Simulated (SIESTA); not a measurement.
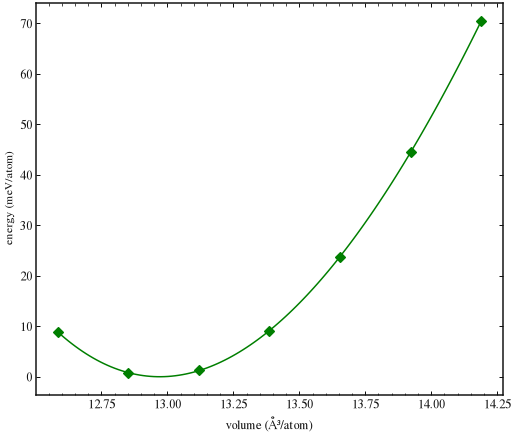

Energy against volume for AlRu, space group Pm-3m (No. 221).

A third-order Birch–Murnaghan fit gives V0 = 12.97 Å³/atom, B0 = 233 GPa and B′ = 4.6. The energy is 8.93 meV/atom at volume 12.58 Å³/atom and 70.54 meV/atom at 14.19 Å³/atom; the lowest computed point is at volume 12.85 Å³/atom (0.79 meV/atom).

Calculation (SIESTA 5.4.2): DFT in numerical atomic orbitals with pseudopotentials, no spin polarisation; energies at scaled volumes of the given cell, shape and fractions fixed, counted from the fit's minimum, third-order Birch-Murnaghan fit. Level: LDA.

k mesh 9×9×9; occupations Fermi–Dirac; smearing width 0.05 eV; potentials PseudoDojo 0.4 standard, converted to PSML, two zetas on semicore shells; program settings basis DZP, mesh cutoff 800 Ry.

Cell as given: a = 2.992 Å, b = 2.992 Å, c = 2.992 Å, α = 90.00°, β = 90.00°, γ = 90.00°; 2 atoms.

Note: mulliken charges of long orbitals.
